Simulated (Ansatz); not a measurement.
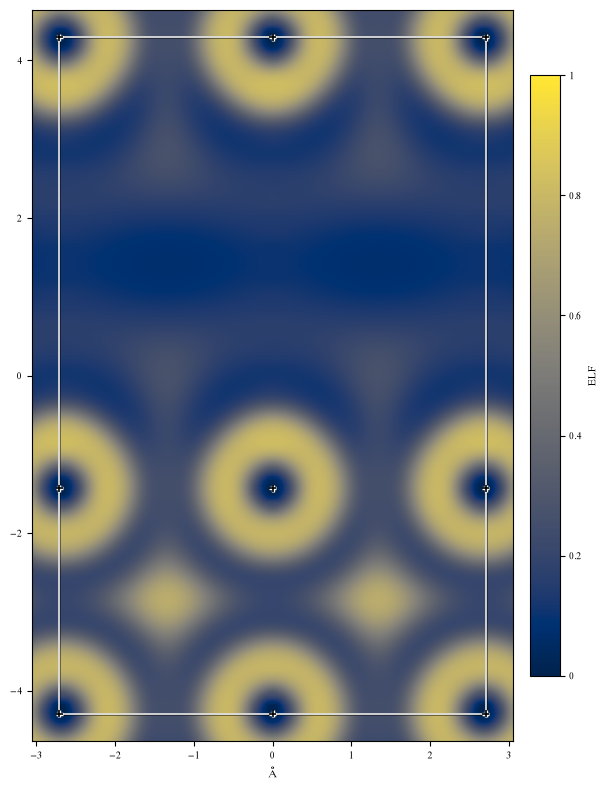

The electron localisation function on a plane through atoms (crosses mark nuclei in the plane).

These are results of DFT LDA, scalar-relativistic, plane waves, PAW (Ansatz), not measurements.

Candidates:
A. Zr, a = 4.96 Å, b = 5.42 Å, c = 8.59 Å, α = 90.00°, β = 90.00°, γ = 90.00°. Space group P6/mmm; a structure from a database of computed crystals, not necessarily the ambient phase.
B. Ti3Al5, a = 3.84 Å, b = 3.84 Å, c = 8.22 Å, α = 90.00°, β = 90.00°, γ = 90.00°. Space group P4/mmm; a structure from a database of computed crystals, not necessarily the ambient phase; computed without spin polarisation.
C. C, a = 4.23 Å, b = 2.44 Å, c = 3.63 Å, α = 90.37°, β = 113.61°, γ = 90.00°. Space group P-1; a structure from a database of computed crystals, not necessarily the ambient phase; changed on purpose from its base cell (strain +0.0150 x Voigt [0, 0, 0, 1, 0, 0], atoms carried along).

Which candidate gave the map?

Candidate A: Zr on the (100) plane of the calculation cell, which holds Zr. Zr–Zr (2.71 Å): the ELF is about 0.25 at the midpoint: no shared electron pair shows on this line. Zr–Zr (2.86 Å): the ELF is about 0.20 at the midpoint: no shared electron pair shows on this line.
